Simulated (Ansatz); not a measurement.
Consider Ta₄C₃.

```xyz
28
Lattice="0.0000 -4.4026 0.0000 0.0000 0.0000 -4.4026 17.6104 0.0000 0.0000" Properties=species:S:1:pos:R:3 pbc="T T T"
Ta   13.2078    0.0000    0.0000
Ta    4.4026   -2.2013   -2.2013
Ta    8.8052    0.0000    0.0000
Ta    0.0000   -2.2013   -2.2013
Ta   15.4091    0.0000   -2.2013
Ta    6.6039   -2.2013    0.0000
Ta    2.2013    0.0000   -2.2013
Ta   11.0065   -2.2013    0.0000
Ta    6.6039    0.0000   -2.2013
Ta   15.4091   -2.2013    0.0000
Ta   11.0065    0.0000   -2.2013
Ta    2.2013   -2.2013    0.0000
Ta    0.0000    0.0000    0.0000
Ta    8.8052   -2.2013   -2.2013
Ta    4.4026    0.0000    0.0000
Ta   13.2078   -2.2013   -2.2013
C    15.4091    0.0000    0.0000
C     6.6039   -2.2013   -2.2013
C     2.2013    0.0000    0.0000
C    11.0065   -2.2013   -2.2013
C    13.2078    0.0000   -2.2013
C     4.4026   -2.2013    0.0000
C     8.8052    0.0000   -2.2013
C     0.0000   -2.2013    0.0000
C     4.4026    0.0000   -2.2013
C    13.2078   -2.2013    0.0000
C     0.0000    0.0000   -2.2013
C     8.8052   -2.2013    0.0000
```

Space group I4/mmm; a structure from a database of computed crystals, not necessarily the ambient phase; not relaxed (largest force 1.3 eV/Å).

These are results of DFT PBEsol, scalar-relativistic, plane waves, PAW (Ansatz 0.2.0), not measurements.

Question: What can the converged valence pseudo-density and electron localisation function tell about the bonding?

Answer: Ta–C (2.20 Å): ρ at the midpoint is about 0.59 e/Å³; the ELF peaks at about 0.75 in the valence shell of C, 0.7 Å from its nucleus, and is about 0.25 at the midpoint.
Ta–Ta (3.11 Å): ρ at the midpoint is about 0.25 e/Å³; the ELF is about 0.25 at the midpoint (no shared electron pair shows on this line).

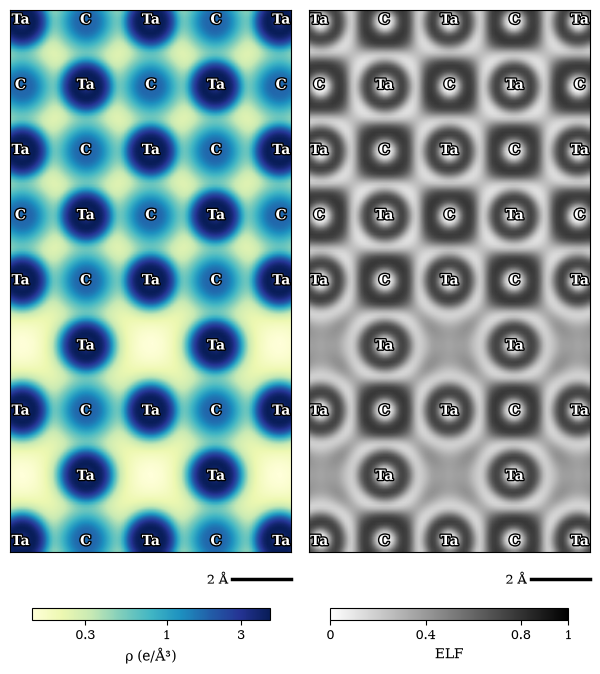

Computed valence pseudo-density and electron localisation function on the (100) plane of the conventional cell, in this order. 

Core electrons are frozen (PAW), and the valence fields are smoothed inside the atomic spheres.
